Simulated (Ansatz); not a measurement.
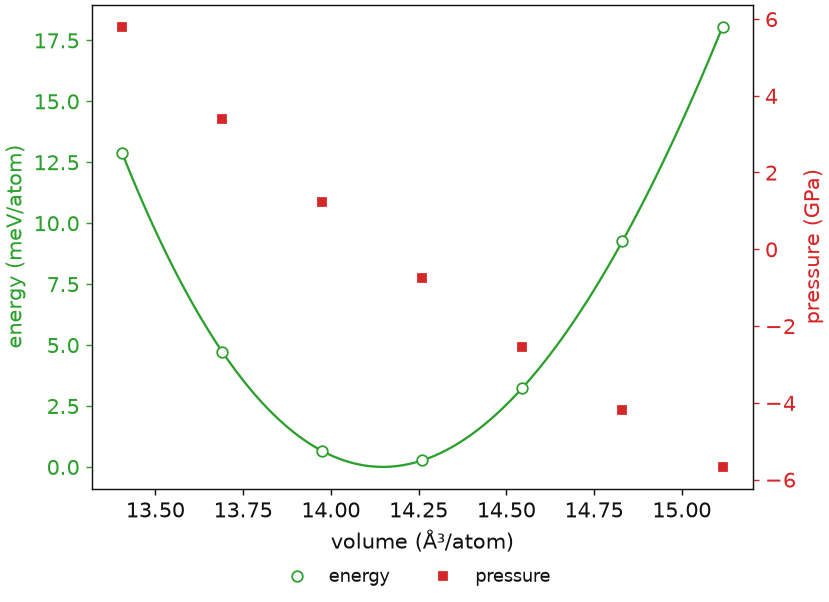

The plot gives the computed energy and pressure against volume for BeS, space group F-43m (No. 216).

Structure:
```cif
data_structure
_symmetry_space_group_name_H-M 'P 1'
_symmetry_Int_Tables_number 1
_cell_length_a 3.4295
_cell_length_b 3.4295
_cell_length_c 3.4295
_cell_angle_alpha 60.000
_cell_angle_beta 60.000
_cell_angle_gamma 60.000
_cell_volume 28.52
loop_
_atom_site_label
_atom_site_type_symbol
_atom_site_fract_x
_atom_site_fract_y
_atom_site_fract_z
_atom_site_occupancy
S1 S 0.75000 0.75000 0.75000 1
Be1 Be 0.00000 0.00000 0.00000 1
```

Computed with Ansatz 0.2.0: all-electron LAPW DFT, no spin polarisation; energies at scaled volumes of the given cell, shape and fractions fixed, counted from the fit's minimum, third-order Birch-Murnaghan fit. Level: PBEsol.

```csv
setting,value
k mesh,9×9×9
occupations,Fermi–Dirac
smearing width,0.05 eV
potentials,"all electron LAPW, scalar relativistic"
program settings,basis error eV/atom 0.001
```

**What equilibrium volume and bulk modulus follow from the curve?**

A third-order Birch–Murnaghan fit gives V0 = 14.15 Å³/atom, B0 = 97.1 GPa and B′ = 3.8.

**What does the pressure do across the range?**

It falls from 5.80 GPa at volume 13.40 Å³/atom to −5.67 GPa at 15.12 Å³/atom, and changes sign near 14.15 Å³/atom.
